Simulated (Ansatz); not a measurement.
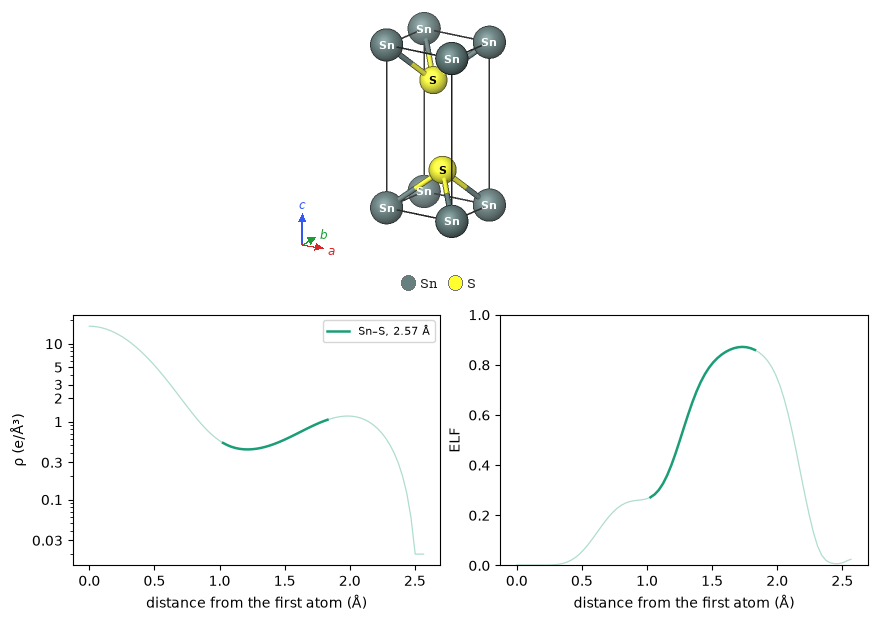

The picture shows: SnS2. Valence electron density and electron localisation function along straight lines between neighbouring atoms. Thin, pale parts lie inside the atomic spheres. The structure is drawn too.

Space group P-3m1.

Method: DFT PBEsol, scalar-relativistic, plane waves, PAW (Ansatz).

Core electrons are frozen (PAW), and the valence fields are smoothed inside the atomic spheres.

```cif
data_structure
_symmetry_space_group_name_H-M 'P 1'
_symmetry_Int_Tables_number 1
_cell_length_a 3.6394
_cell_length_b 3.6394
_cell_length_c 5.7817
_cell_angle_alpha 90.000
_cell_angle_beta 90.000
_cell_angle_gamma 120.000
_cell_volume 66.32
loop_
_atom_site_label
_atom_site_type_symbol
_atom_site_fract_x
_atom_site_fract_y
_atom_site_fract_z
_atom_site_occupancy
Sn1 Sn 0.00000 0.00000 0.00000 1
S1 S 0.66667 0.33333 0.25499 1
S2 S 0.33333 0.66667 0.74501 1
```

Q: What can be read from the curves?

A: Sn–S (2.57 Å): ρ at the midpoint is about 0.45 e/Å³; the ELF peaks at about 0.85 in the valence shell of S, 0.8 Å from its nucleus, and is about 0.55 at the midpoint.
